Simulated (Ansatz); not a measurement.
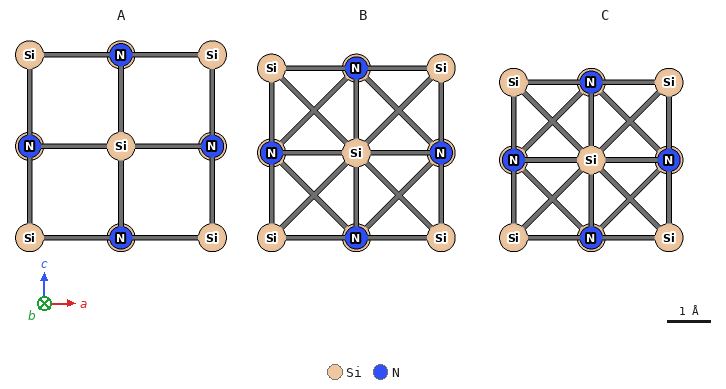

3 geometries from one relaxation of a crystal of SiN (a generated structure, set up in Fm-3m) (coarse preliminary run), in shuffled order. The picture is a ball-and-stick view of the conventional cell (4 times the calculation's cell), seen along the b axis. Lengths and directions refer to the drawn axes.

Theory: DFT PBE, scalar-relativistic, plane waves, PAW in Ansatz. Set-up: plane-wave cutoff 420 eV; k-point mesh 10 × 10 × 10; occupations gaussian; smearing width 0.1 eV; no spin polarisation; cell and atoms relaxed; force threshold 0.05 eV/Å; at most 80 steps.

### Put them in the order of the run, from the start to the converged end.

C, B, A. They are steps 0, 2, 9, at +3.347 eV per cell of the calculation, +0.732 eV per cell of the calculation relative to the last. Over 7 accepted moves (9 points after the start) the energy falls by 3.347 eV per cell of the calculation. All forces vanish by symmetry, so only the cell relaxes. Pressure: 202.75 GPa at the start and 0.05 GPa at the end. At 2 points the geometry stayed and the basis and grid were re-selected for the new cell (energy shift of 0.203 eV per cell of the calculation at most each time). No atom moves by more than 0.005 Å relative to the cell. Cell: a = b = c 3.618 → 4.257 Å (+17.7 %). Volume +62.9 %. Some distances before and after: Si–Si 2.558 → 3.010 Å, N–Si 1.809 → 2.128 Å. The space group stays Fm-3m (No. 225).
